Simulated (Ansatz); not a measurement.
Start from this file.

```
CELL_PARAMETERS angstrom
3.11475 0.00000 0.00000
-1.55738 2.69746 0.00000
0.00000 0.00000 11.77702
ATOMIC_POSITIONS crystal
W 0.33333 0.66667 0.74974
W 0.66667 0.33333 0.25026
S 0.33333 0.66667 0.11677
S 0.66667 0.33333 0.61624
S 0.33333 0.66667 0.38376
S 0.66667 0.33333 0.88323
```

### Interpret the file: composition, symmetry and coordination.

The material is WS$_{2}$. Strictly the space group is P-3m1 (No. 164, within 0.01 Å). It is a distorted form of a primitive hexagonal structure, space group P6_3/mmc (No. 194) within 0.25 Å: 2H molybdenite (MoS₂) type. Cell content: 2 W, 4 S, that is 2 formula units. Around each W lie six S in a trigonal prismatic arrangement at 2.39 Å. Each S atom is coordinated by three W in a trigonal pyramidal arrangement at 2.39 Å. Not all metal-metal contacts are counted. The bonds build WS2 layers parallel to (001).

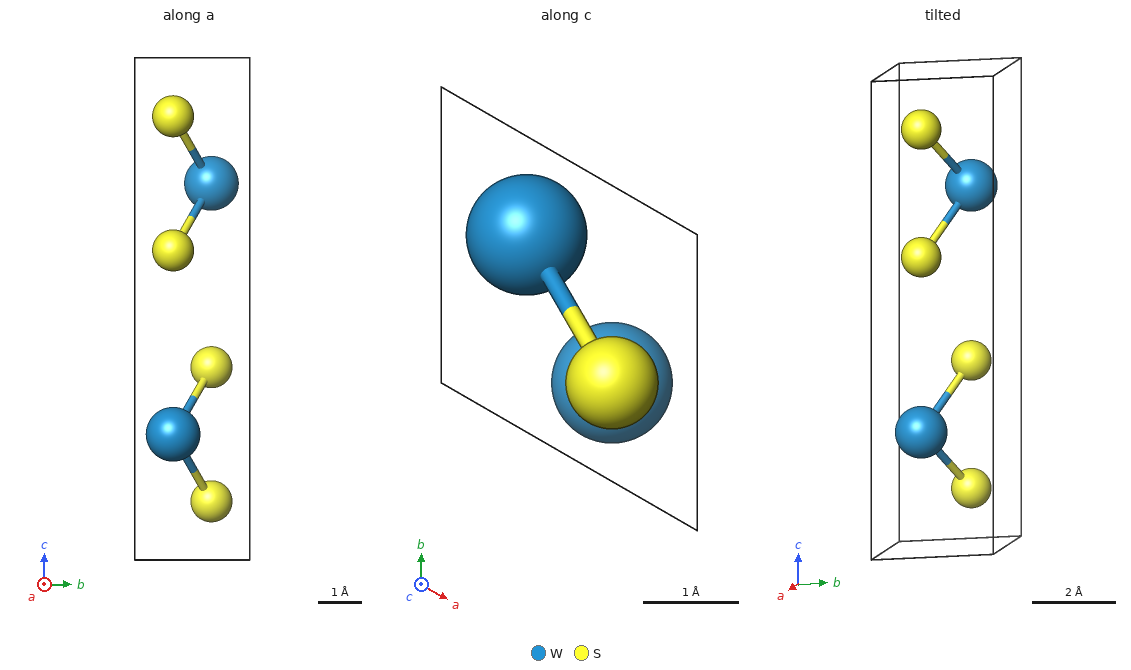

View along the a axis, along the c axis and slightly off an axis, drawn as a ball-and-stick model. The unit cell is outlined; an atom on or near a face, edge or corner is repeated at each equivalent position. Colours: tungsten blue, sulfur yellow.

Starting structure: a structure listed in the Materials Project. The picture shows the end point of a geometry optimisation with DFT PBEsol+D3(BJ), scalar-relativistic, plane waves, PAW (Ansatz).
